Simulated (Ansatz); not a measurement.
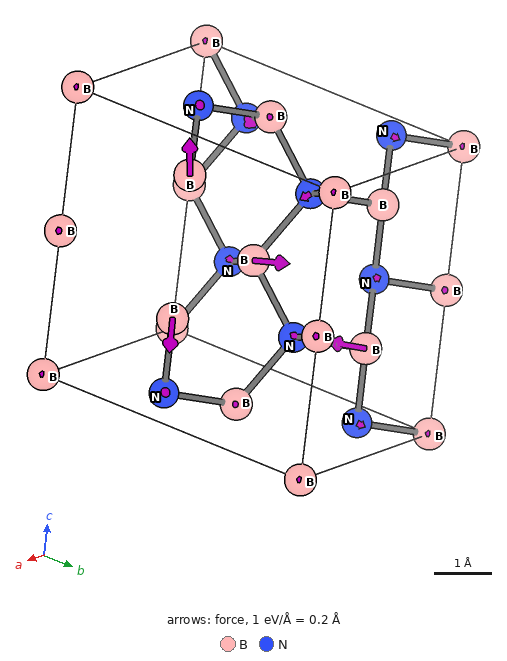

Starting geometry of a defect cell of composition B8N7 (cell charge +3) with the computed forces as purple arrows. A ball-and-stick model of the cell of the calculation (origin shifted), seen slightly off an axis.

Case: N vacancy, atoms relaxed.

Computed with Ansatz 0.2.0, DFT PBE, scalar-relativistic, plane waves, PAW.

The input:
```yaml
crystal:
  lattice:
    - [-1.2772900481, 2.2123312592, -4.2245145362]
    - [-1.2772900481, 2.2123312592, 4.2245145362]
    - [5.1091601921, 1.0e-10, 0.0]
  atoms:
    - { symbol: B, position: [0.6667637393, 0.666569594, 0.3333333333] }
    - { symbol: B, position: [0.1667637393, 0.166569594, 0.3333333333] }
    - { symbol: B, position: [0.6667637393, 0.666569594, 0.8333333333] }
    - { symbol: B, position: [0.1667637393, 0.166569594, 0.8333333333] }
    - { symbol: B, position: [0.083430406, 0.5832362607, 0.1666666667] }
    - { symbol: B, position: [0.583430406, 0.0832362607, 0.1666666667] }
    - { symbol: B, position: [0.083430406, 0.5832362607, 0.6666666667] }
    - { symbol: B, position: [0.583430406, 0.0832362607, 0.6666666667] }
    - { symbol: "N", position: [0.354069594, 0.9792637393, 0.3333333333] }
    - { symbol: "N", position: [0.854069594, 0.4792637393, 0.8333333333] }
    - { symbol: "N", position: [0.354069594, 0.9792637393, 0.8333333333] }
    - { symbol: "N", position: [0.2707362607, 0.395930406, 0.1666666667] }
    - { symbol: "N", position: [0.7707362607, 0.895930406, 0.1666666667] }
    - { symbol: "N", position: [0.2707362607, 0.395930406, 0.6666666667] }
    - { symbol: "N", position: [0.7707362607, 0.895930406, 0.6666666667] }
total_charge: 3
basis:
  ecutwfc: 420
kpoints:
  mp_grid: { grid: [6, 6, 6] }
hamiltonian:
  xc: pbe
scf:
  occupations: { method: gaussian, width: 0.05 }
output:
  forces: true
  stress: true
  eigenvalues: true
  write_density: true
  write_potential: true
  elf: true
  volumetric_format: npy
relax:
  adjacent_minimum: "off"
  f_tol: 0.02
  max_steps: 50
```

Command:
```bash
ansatz run input.yaml --threads 4 --pin off --max-ram 9216MiB --backend cpu --events-out ev --progress --plain --runs-dir out
```

Q: Is this structure relaxed? If not, where do the atoms go?

A: It isn't relaxed: the largest force vector, on B atoms, is 4.19 eV/Å. The atoms end up moving mostly along the starting forces (cosine between the two patterns 0.92). Over 6 geometry steps the energy falls by 3.288 eV per cell of the calculation. The largest force component goes from 4 to 0.0043 eV/Å. The largest move is that of B1, 0.33 Å roughly along [−1 1 0]. Largest moves by element: B 0.33 Å, N 0.04 Å. The cell stays as it was. Among the contacts that change: B5–B7 2.555 → 2.113 Å, B5–B6 2.555 → 2.141 Å, B1–B5 2.576 → 2.204 Å, B1–B8 2.576 → 2.270 Å. Bond angles that change, for instance: B5–N10–B7 109.2° → 89.2°, B5–N9–B6 109.2° → 89.6°, B1–N13–B6 109.8° → 94.3°.

Limits of the set-up: the periodic images lie only 4.9 Å apart, so the values are limited by the cell's size; the cell is charged, on a uniform background, and energies carry no finite-size correction.
